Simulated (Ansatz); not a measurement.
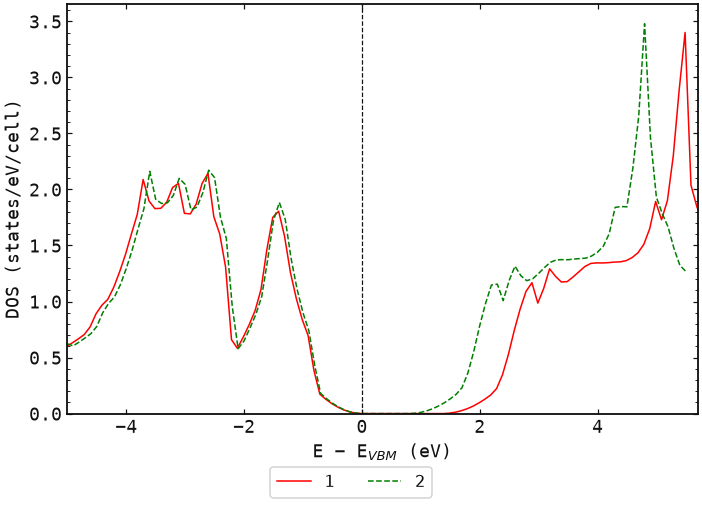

Total densities of states of PbS, space group Fm-3m (No. 225), 2 atoms in the cell, by two methods on the same cell. Each is counted from its own valence-band top.

Q: Which curve is which? The methods: PBE0, HSE06.

A: 1 is PBE0; 2 is HSE06. PBE0 gives a gap of 1.37 eV and HSE06 gives a gap of 0.79 eV.

Settings. PBE0: DFT PBE0, scalar-relativistic, plane waves, PAW, no spin polarisation, 6×6×6 k mesh, 420 eV cutoff, Gaussian smearing of 0.02 eV (Ansatz). HSE06: DFT HSE06, scalar-relativistic, plane waves, PAW, no spin polarisation, 6×6×6 k mesh, 420 eV cutoff (Ansatz).

Spin-orbit coupling is left out, which matters for Pb.
